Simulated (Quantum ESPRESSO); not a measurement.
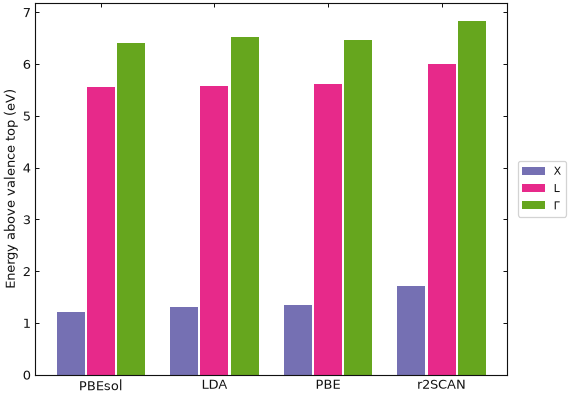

Lowest conduction level at each named k point, counted from the valence-band top at Γ, by several methods on one cell of zincblende SiC, space group F-43m, 2 atoms in the primitive cell; cubic a = 4.329 Å. All runs are without spin-orbit coupling and carry no moments. The cell is at 8 GPa in PBE.

Q: Does r2SCAN shift these levels rigidly from PBE?

A: The shifts are +0.37 eV at X, +0.40 eV at L and +0.37 eV at Γ: a spread of 0.03 eV on a mean of 0.38 eV, so one shift describes them well.

Q: How do the methods rank at X?

A: From low to high: PBEsol 1.22, LDA 1.31, PBE 1.34, r2SCAN 1.71 eV. Too close to rank are LDA against PBE (different potentials and cutoffs).

Q: Do the methods agree on which of these conduction levels is lowest?

A: Yes: all put it at X.

| method | program | X (eV) | L (eV) | Γ (eV) |
| --- | --- | --- | --- | --- |
| PBEsol | Quantum ESPRESSO | 1.22 | 5.55 | 6.41 |
| LDA | Quantum ESPRESSO | 1.31 | 5.57 | 6.53 |
| PBE | Quantum ESPRESSO | 1.34 | 5.61 | 6.47 |
| r2SCAN | Quantum ESPRESSO | 1.71 | 6.01 | 6.84 |

Settings. PBEsol: PseudoDojo 0.4.1 SR PBEsol standard, 10×10×10 k mesh, 1116 eV cutoff, Fermi-Dirac smearing of 0.05 eV (Quantum ESPRESSO 7.5). LDA: PseudoDojo 0.4.1 SR LDA standard, 10×10×10 k mesh, 1116 eV cutoff, Fermi-Dirac smearing of 0.05 eV (Quantum ESPRESSO). PBE: SSSP 1.3 efficiency PBE, 10×10×10 k mesh, 748 eV cutoff, Fermi-Dirac smearing of 0.05 eV (Quantum ESPRESSO 7.5). r2SCAN: SG15 PBE 1.2, 8×8×8 k mesh, 1197 eV cutoff, Fermi-Dirac smearing of 0.05 eV (Quantum ESPRESSO).

These are four of the 12 methods that were run on this cell. Runs that lie over 0.07 eV from the median of the programs for their method weren't drawn. LDA, GGA and most meta-GGA functionals understate gaps. r2SCAN: the potentials were made for another functional.
